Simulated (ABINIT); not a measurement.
Geometry relaxation of TiSe (part 4 of 4)

The same run, continued: TiSe (P6₃/mmc, 4 atoms in the cell); Kohn-Sham DFT of a periodic cell, LDA, PseudoDojo NC SR LDA v0.4.1 standard, no spin polarisation (ABINIT 10.8.3); cutoff 1170.09 eV, 7×7×4 k-mesh, fermi-dirac of 0.05 eV. The structure derives from an entry of the Crystallography Open Database.

Geometry of the input (Å; fractional positions):
```
3.5590  0.0000  0.0000
-1.7795  3.0822  0.0000
0.0000  0.0000  6.2200
Se 0.6667  0.3333  0.7500
Se 0.3333  0.6667  0.2500
Ti 0.0000  0.0000  0.5000
Ti 0.0000  0.0000  0.0000
```

### Log, continued
```
--------------------------------------------------------------------------------

---SELF-CONSISTENT-FIELD CONVERGENCE--------------------------------------------

--- !BeginCycle
iteration_state: {dtset: 1, itime: 8, icycle: 1, }
solver: {iscf: 7, nstep: 80, nline: 4, wfoptalg: 0, }
tolerances: {tolvrs: 1.00E-12, }
...

     iter   Etot(hartree)      deltaE(h)  residm     vres2
 ETOT  1  -361.23965569086    -3.612E+02 2.938E-08 3.354E-02
 ETOT  2  -361.23965853042    -2.840E-06 2.841E-08 4.425E-03
 ETOT  3  -361.23965868558    -1.552E-07 2.787E-08 4.807E-03
 ETOT  4  -361.23965925866    -5.731E-07 1.055E-08 2.277E-05
 ETOT  5  -361.23965926363    -4.964E-09 3.157E-09 1.344E-06
 ETOT  6  -361.23965926377    -1.448E-10 3.259E-10 6.992E-07
 ETOT  7  -361.23965926387    -9.805E-11 3.458E-10 5.507E-09
 ETOT  8  -361.23965926387     1.137E-12 1.167E-10 1.278E-10
 ETOT  9  -361.23965926388    -6.366E-12 2.387E-10 3.129E-12
 ETOT 10  -361.23965926386     1.535E-11 8.476E-11 2.420E-12
 ETOT 11  -361.23965926387    -4.832E-12 1.802E-10 2.082E-13

 At SCF step   11       vres2   =  2.08E-13 < tolvrs=  1.00E-12 =>converged.

 Cartesian components of stress tensor (hartree/bohr^3)
  sigma(1 1)= -8.88316636E-08  sigma(3 2)=  0.00000000E+00
  sigma(2 2)= -8.88333559E-08  sigma(3 1)=  0.00000000E+00
  sigma(3 3)=  8.61798473E-09  sigma(2 1)=  2.21203995E-13

--- !ResultsGS
iteration_state: {dtset: 1, itime: 8, icycle: 1, }
comment   : Summary of ground state results
lattice_vectors:
- [  6.2922298,   0.0000000,   0.0000000, ]
- [ -3.1461149,   5.4492309,   0.0000000, ]
- [  0.0000000,   0.0000000,  12.6408679, ]
lattice_lengths: [   6.29223,    6.29223,   12.64087, ]
lattice_angles: [ 90.000,  90.000, 120.000, ] # degrees, (23, 13, 12)
lattice_volume:   4.3342772E+02
convergence: {deltae: -4.832E-12, res2:  2.082E-13, residm:  1.802E-10, diffor: null, }
etotal    :  -3.61239659E+02
entropy   :   0.00000000E+00
fermie    :   3.78758277E-01
cartesian_stress_tensor: # hartree/bohr^3
- [ -8.88316636E-08,   2.21203995E-13,   0.00000000E+00, ]
- [  2.21203995E-13,  -8.88333559E-08,   0.00000000E+00, ]
- [  0.00000000E+00,   0.00000000E+00,   8.61798473E-09, ]
pressure_GPa:   1.6578E-03
xred      :
- [  6.6667E-01,   3.3333E-01,   7.5000E-01, Se]
- [  3.3333E-01,   6.6667E-01,   2.5000E-01, Se]
- [  1.9895E-28,   1.0102E-28,   5.0000E-01, Ti]
- [  1.9895E-28,   1.0102E-28,   1.0256E-34, Ti]
cartesian_forces: # hartree/bohr
- [  1.36938176E-27,  -1.97653231E-28,  -6.24055967E-32, ]
- [ -1.36938176E-27,  -1.97653231E-28,   2.08018656E-32, ]
- [ -0.00000000E+00,   1.97653231E-28,   2.08018656E-32, ]
- [ -0.00000000E+00,   1.97653231E-28,   2.08018656E-32, ]
force_length_stats: {min:   1.97653232E-28, max:   1.38357262E-27, mean:   7.90612926E-28, }
...

 Integrated electronic density in atomic spheres:
 ------------------------------------------------
 Atom  Sphere_radius  Integrated_density
    1        2.00000         13.38171476
    2        2.00000         13.38171476
    3        2.00000          9.61337876
    4        2.00000          9.61337876

---OUTPUT-----------------------------------------------------------------------

 Cartesian coordinates (xcart) [bohr]
  3.14611490910641E+00  1.81641028974273E+00  9.48065094234289E+00
 -3.11859319024400E-11  3.63282057948546E+00  3.16021698078096E+00
  9.34022157900457E-28  5.50498271729651E-28  6.32043396156193E+00
  9.34022157900457E-28  5.50498271729651E-28  1.29644643036847E-33
 Reduced coordinates (xred)
  6.66666666666667E-01  3.33333333333333E-01  7.50000000000000E-01
  3.33333333333333E-01  6.66666666666667E-01  2.50000000000000E-01
  1.98952123400929E-28  1.01023114076211E-28  5.00000000000000E-01
  1.98952123400929E-28  1.01023114076211E-28  1.02559922170920E-34
 Cartesian forces (fcart) [Ha/bohr]; max,rms= 1.36938E-27 5.70576E-28 (free atoms)
  1.36938175543287E-27 -1.97653231262387E-28 -6.24055966740981E-32
 -1.36938175543287E-27 -1.97653231285898E-28  2.08018655580327E-32
 -0.00000000000000E+00  1.97653231274142E-28  2.08018655580327E-32
 -0.00000000000000E+00  1.97653231274142E-28  2.08018655580327E-32
 Gradient of E wrt nuclear positions in reduced coordinates (gred)
 -8.61646471409404E-27  5.38529044630877E-27  7.88860905221012E-31
  8.61646471409404E-27 -3.23117426778526E-27 -2.62953635073671E-31
 -0.00000000000000E+00 -1.07705808926175E-27 -2.62953635073671E-31
 -0.00000000000000E+00 -1.07705808926175E-27 -2.62953635073671E-31
 Scale of Primitive Cell (acell) [bohr]
  6.29222981824401E+00  6.29222981842236E+00  1.26408679231239E+01
 Real space primitive translations (rprimd) [bohr]
  6.29222981824401E+00  0.00000000000000E+00  0.00000000000000E+00
 -3.14611490916878E+00  5.44923086922819E+00  0.00000000000000E+00
  0.00000000000000E+00  0.00000000000000E+00  1.26408679231239E+01
 Unitary Cell Volume (ucvol) [Bohr^3]=  4.33427715023562E+02
 Angles (23,13,12)= [degrees]
  9.00000000000000E+01  9.00000000000000E+01  1.19999999999554E+02
 Lengths [Bohr]
  6.29222981824401E+00  6.29222981842236E+00  1.26408679231239E+01
 Stress tensor in cartesian coordinates (strten) [Ha/bohr^3]
 -8.88316635840047E-08  2.21203995381435E-13  0.00000000000000E+00
  2.21203995381435E-13 -8.88333558726750E-08  0.00000000000000E+00
  0.00000000000000E+00  0.00000000000000E+00  8.61798473208997E-09
 Total energy (etotal) [Ha]= -3.61239659263865E+02

 Difference of energy with previous step (new-old):
           Absolute (Ha)=-1.00461E-07
           Relative     =-2.78102E-10

 At Broyd/MD step   8, gradients are converged :
  max grad (force/stress) = 8.8833E-06 < tolmxf= 2.0000E-05 ha/bohr (free atoms)

================================================================================

 ----iterations are completed or convergence reached----

 Mean square residual over all n,k,spin=   50.591E-14; max=  18.016E-11
 reduced coordinates (array xred) for    4 atoms
       0.666666666667      0.333333333333      0.750000000000
       0.333333333333      0.666666666667      0.250000000000
       0.000000000000      0.000000000000      0.500000000000
       0.000000000000      0.000000000000      0.000000000000
 rms dE/dt=  4.0300E-27; max dE/dt=  8.6165E-27; dE/dt below (all hartree)
    1      -0.000000000000      0.000000000000      0.000000000000
    2       0.000000000000     -0.000000000000      0.000000000000
    3       0.000000000000      0.000000000000      0.000000000000
    4       0.000000000000      0.000000000000      0.000000000000

 cartesian coordinates (angstrom) at end:
    1      1.66485231165182     0.96120293032948     5.01694441981036
    2     -0.00000000001650     1.92240586065895     1.67231480660345
    3      0.00000000000000     0.00000000000000     3.34462961320690
    4      0.00000000000000     0.00000000000000     0.00000000000000

 cartesian forces (hartree/bohr) at end:
    1      0.00000000000000    -0.00000000000000    -0.00000000000000
    2     -0.00000000000000    -0.00000000000000     0.00000000000000
    3     -0.00000000000000     0.00000000000000     0.00000000000000
    4     -0.00000000000000     0.00000000000000     0.00000000000000
 frms,max,avg= 5.7057573E-28 1.3693818E-27   0.000E+00  0.000E+00  0.000E+00 h/b

 cartesian forces (eV/Angstrom) at end:
    1      0.00000000000000    -0.00000000000000    -0.00000000000000
    2     -0.00000000000000    -0.00000000000000     0.00000000000000
    3     -0.00000000000000     0.00000000000000     0.00000000000000
    4     -0.00000000000000     0.00000000000000     0.00000000000000
 frms,max,avg= 2.9340184E-26 7.0416441E-26   0.000E+00  0.000E+00  0.000E+00 e/A
 length scales=  6.292229818244  6.292229818422 12.640867923124 bohr
              =  3.329704623320  3.329704623415  6.689259226414 angstroms
 Fermi (or HOMO) energy (hartree) =   0.37876   Average Vxc (hartree)=  -0.46239
 Eigenvalues (hartree) for nkpt=  24  k points:
 kpt#   1, nband= 34, wtk=  0.00510, kpt=  0.0000  0.0000  0.0000 (reduced coord)
  -1.70322   -1.70285   -1.41912   -1.41912   -1.41912   -1.41912   -1.41889   -1.41888
  -1.41803   -1.41803   -1.41802   -1.41802   -0.84956   -0.84412   -0.84054   -0.84054
  -0.84008   -0.84008   -0.21128   -0.16791    0.09242    0.25894    0.25894    0.26698
   0.29920    0.35223    0.35223    0.37043    0.37043    0.38005    0.38005    0.42135
   0.42135    0.43108
      occupation numbers for kpt#   1
   2.00000    2.00000    2.00000    2.00000    2.00000    2.00000    2.00000    2.00000
   2.00000    2.00000    2.00000    2.00000    2.00000    2.00000    2.00000    2.00000
   2.00000    2.00000    2.00000    2.00000    2.00000    2.00000    2.00000    2.00000
   2.00000    2.00000    2.00000    1.97872    1.97872    0.66281    0.66281    0.00000
   0.00000    0.00000
 prteigrs : prtvol=0 or 1, do not print more k-points.

--- !EnergyTerms
iteration_state     : {dtset: 1, itime: 8, icycle: 1, }
comment             : Components of total free energy in Hartree
kinetic             :  2.04424078630024E+02
hartree             :  8.20161730710695E+01
xc                  : -6.52758998504321E+01
Ewald energy        : -2.36628499825833E+02
psp_core            :  1.11684578347161E+01
local_psp           : -2.55515186735090E+02
non_local_psp       : -1.01427979160538E+02
internal            : -3.61238856036084E+02
'-kT*entropy'       : -8.03227781348886E-04
total_energy        : -3.61239659263865E+02
total_energy_eV     : -9.82983189559560E+03
band_energy         : -4.21285341995622E+01
...

 Cartesian components of stress tensor (hartree/bohr^3)
  sigma(1 1)= -8.88316636E-08  sigma(3 2)=  0.00000000E+00
  sigma(2 2)= -8.88333559E-08  sigma(3 1)=  0.00000000E+00
  sigma(3 3)=  8.61798473E-09  sigma(2 1)=  2.21203995E-13

-Cartesian components of stress tensor (GPa)         [Pressure=  1.6578E-03 GPa]
- sigma(1 1)= -2.61351777E-03  sigma(3 2)=  0.00000000E+00
- sigma(2 2)= -2.61356756E-03  sigma(3 1)=  0.00000000E+00
- sigma(3 3)=  2.53549865E-04  sigma(2 1)=  6.50804623E-09

== END DATASET(S) ==============================================================
================================================================================

 -outvars: echo values of variables after computation  --------
            acell      6.2922298182E+00  6.2922298184E+00  1.2640867923E+01 Bohr
           etotal     -3.6123965926E+02
            fcart      1.3693817554E-27 -1.9765323126E-28 -6.2405596674E-32
                      -1.3693817554E-27 -1.9765323129E-28  2.0801865558E-32
                      -0.0000000000E+00  1.9765323127E-28  2.0801865558E-32
                      -0.0000000000E+00  1.9765323127E-28  2.0801865558E-32
            rprim      1.0000000000E+00  0.0000000000E+00  0.0000000000E+00
                      -4.9999999999E-01  8.6602540379E-01  0.0000000000E+00
                       0.0000000000E+00  0.0000000000E+00  1.0000000000E+00
           strten     -8.8831663584E-08 -8.8833355873E-08  8.6179847321E-09
                       0.0000000000E+00  0.0000000000E+00  2.2120399538E-13
           xangst      1.6648523117E+00  9.6120293033E-01  5.0169444198E+00
                      -1.6502884452E-11  1.9224058607E+00  1.6723148066E+00
                       4.9426324010E-28  2.9131113984E-28  3.3446296132E+00
                       4.9426324010E-28  2.9131113984E-28  6.8604990564E-34
             xred      6.6666666667E-01  3.3333333333E-01  7.5000000000E-01
                       3.3333333333E-01  6.6666666667E-01  2.5000000000E-01
                       1.9895212340E-28  1.0102311408E-28  5.0000000000E-01
                       1.9895212340E-28  1.0102311408E-28  1.0255992217E-34
 Calculation completed.
```

### Trajectory as extended XYZ (Å, eV, eV/Å), 8 frames, from step=0 to step=7
```
4
Lattice="3.5590 0.0000 0.0000 -1.7795 3.0822 0.0000 0.0000 0.0000 6.2200" Properties=species:S:1:pos:R:3:forces:R:3 step=0 energy=-9829.55381
Se    1.7795    1.0274    4.6650    0.0000   0.0000   0.0000
Se    0.0000    2.0548    1.5550    0.0000   0.0000   0.0000
Ti    0.0000    0.0000    3.1100    0.0000   0.0000   0.0000
Ti    0.0000    0.0000    0.0000    0.0000   0.0000   0.0000
4
Lattice="3.5340 0.0000 0.0000 -1.7670 3.0606 0.0000 0.0000 0.0000 6.2296" Properties=species:S:1:pos:R:3:forces:R:3 step=1 energy=-9829.59284
Se    1.7670    1.0202    4.6722    0.0000   0.0000   0.0000
Se    0.0000    2.0404    1.5574    0.0000   0.0000   0.0000
Ti    0.0000    0.0000    3.1148    0.0000   0.0000   0.0000
Ti    0.0000    0.0000    0.0000    0.0000   0.0000   0.0000
4
Lattice="3.3694 0.0000 0.0000 -1.6847 2.9179 0.0000 0.0000 0.0000 6.3627" Properties=species:S:1:pos:R:3:forces:R:3 step=2 energy=-9829.72866
Se    1.6847    0.9727    4.7720    0.0000   0.0000   0.0000
Se    0.0000    1.9453    1.5907    0.0000   0.0000   0.0000
Ti    0.0000    0.0000    3.1814    0.0000   0.0000   0.0000
Ti    0.0000    0.0000    0.0000    0.0000   0.0000   0.0000
4
Lattice="3.3478 0.0000 0.0000 -1.6739 2.8993 0.0000 0.0000 0.0000 6.4416" Properties=species:S:1:pos:R:3:forces:R:3 step=3 energy=-9829.76604
Se    1.6739    0.9664    4.8312    0.0000   0.0000   0.0000
Se    0.0000    1.9329    1.6104    0.0000   0.0000   0.0000
Ti    0.0000    0.0000    3.2208    0.0000   0.0000   0.0000
Ti    0.0000    0.0000    0.0000    0.0000   0.0000   0.0000
4
Lattice="3.3212 0.0000 0.0000 -1.6606 2.8762 0.0000 0.0000 0.0000 6.7309" Properties=species:S:1:pos:R:3:forces:R:3 step=4 energy=-9829.83030
Se    1.6606    0.9587    5.0482    0.0000   0.0000   0.0000
Se    0.0000    1.9175    1.6827    0.0000   0.0000   0.0000
Ti    0.0000    0.0000    3.3655    0.0000   0.0000   0.0000
Ti    0.0000    0.0000    0.0000    0.0000   0.0000   0.0000
4
Lattice="3.3326 0.0000 0.0000 -1.6663 2.8861 0.0000 0.0000 0.0000 6.6870" Properties=species:S:1:pos:R:3:forces:R:3 step=5 energy=-9829.83183
Se    1.6663    0.9620    5.0153    0.0000   0.0000   0.0000
Se    0.0000    1.9241    1.6718    0.0000   0.0000   0.0000
Ti    0.0000    0.0000    3.3435    0.0000   0.0000   0.0000
Ti    0.0000    0.0000    0.0000    0.0000   0.0000   0.0000
4
Lattice="3.3295 0.0000 0.0000 -1.6648 2.8835 0.0000 0.0000 0.0000 6.6882" Properties=species:S:1:pos:R:3:forces:R:3 step=6 energy=-9829.83189
Se    1.6648    0.9612    5.0161    0.0000   0.0000   0.0000
Se    0.0000    1.9223    1.6720    0.0000   0.0000   0.0000
Ti    0.0000    0.0000    3.3441    0.0000   0.0000   0.0000
Ti    0.0000    0.0000    0.0000    0.0000   0.0000   0.0000
4
Lattice="3.3297 0.0000 0.0000 -1.6649 2.8836 0.0000 0.0000 0.0000 6.6893" Properties=species:S:1:pos:R:3:forces:R:3 step=7 energy=-9829.83190
Se    1.6649    0.9612    5.0169    0.0000   0.0000   0.0000
Se    0.0000    1.9224    1.6723    0.0000   0.0000   0.0000
Ti    0.0000    0.0000    3.3446    0.0000   0.0000   0.0000
Ti    0.0000    0.0000    0.0000    0.0000   0.0000   0.0000
```

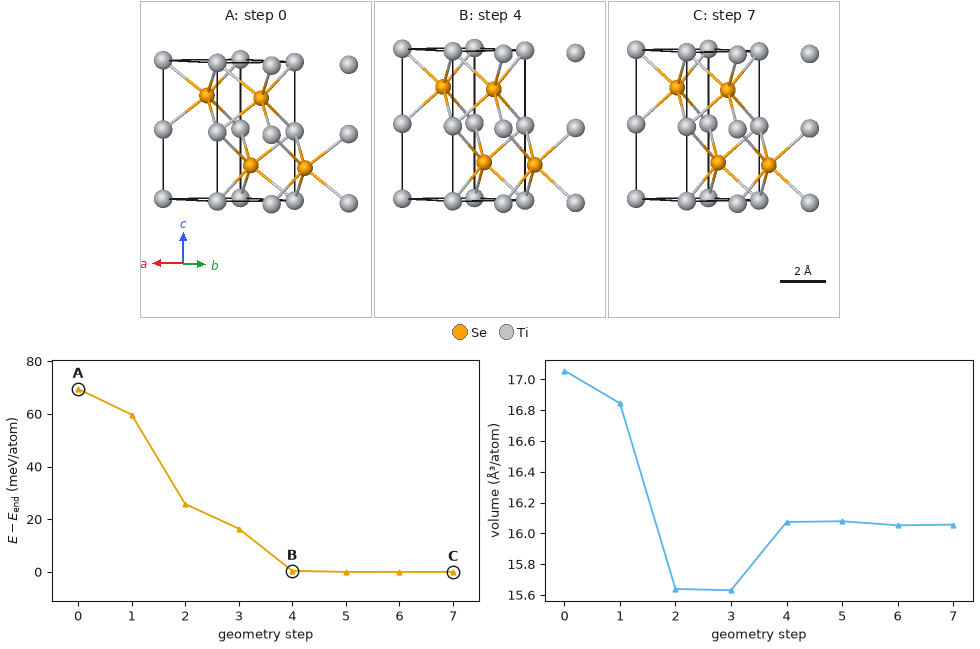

Fig. 1: Frames of the relaxation (ball-and-stick view of the cell of the calculation, repeated 1 × 2 × 1, seen at an oblique angle) above the curves, on which the letters mark them (steps are counted from 0).

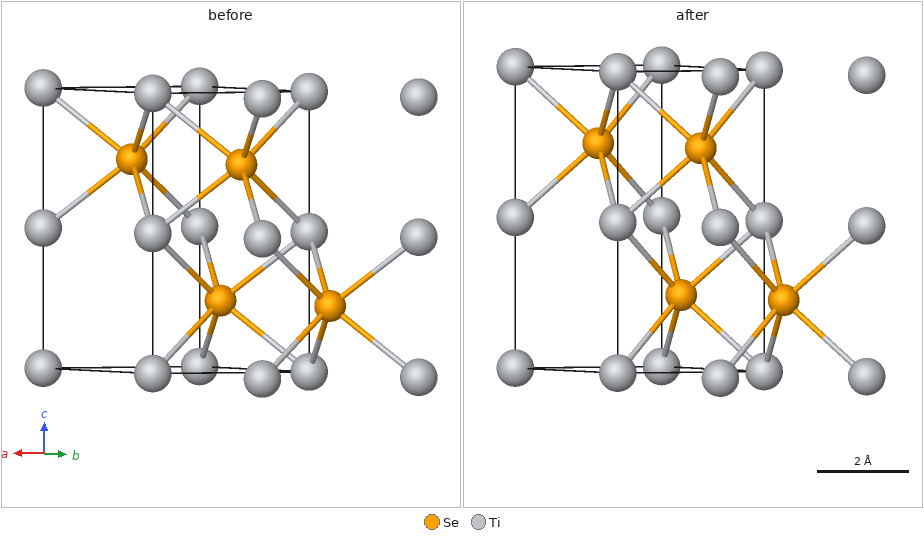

Fig. 2: Before (left) and after (right) the relaxation, at one scale (ball-and-stick view of the cell of the calculation, repeated 1 × 2 × 1, seen at an oblique angle). After 7 geometry steps the energy has fallen by 69.5 meV per atom. All forces vanish by symmetry, so only the cell relaxes. No atom moves by more than 0.005 Å relative to the cell. The volume changes by −5.9 %, with a = b 3.559 → 3.330 Å (−6.4 %), c 6.220 → 6.689 Å (+7.5 %). Among the contacts that change: Se1–Ti3 2.577 → 2.548 Å. Among the angles that change: Ti3–Se1–Ti4 74.2° → 82.0°, Se1–Ti3–Se1 87.4° → 81.6°, Ti3–Se1–Ti3 87.4° → 81.6°. The space group stays P6_3/mmc (No. 194). (Atoms are counted from 1 in the order of the input.)

### Summary

```json
{"quantity": "outcome", "value": "converged"}
{"quantity": "space group (tolerance 0.01 Å)", "value": "P6₃/mmc (194)"}
{"quantity": "electrons treated", "value": "56"}
{"quantity": "free energy", "value": "−9829.8319 eV"}
{"quantity": "Fermi energy", "value": "10.307 eV"}
{"quantity": "gap on the k-point mesh", "value": "none (metallic)"}
{"quantity": "pressure", "value": "0.00 GPa"}
{"quantity": "final volume", "value": "64.23 Å³"}
{"quantity": "largest force (length of the vector) at the end", "value": "under 0.001 eV/Å"}
{"quantity": "final cell", "value": "a = 3.330 Å, b = 3.330 Å, c = 6.689 Å, α = 90.00°, β = 90.00°, γ = 120.00°"}
{"quantity": "wall time", "value": "24 min (CPU time 1.6 h)"}
{"quantity": "peak memory", "value": "0.4 GiB"}
```
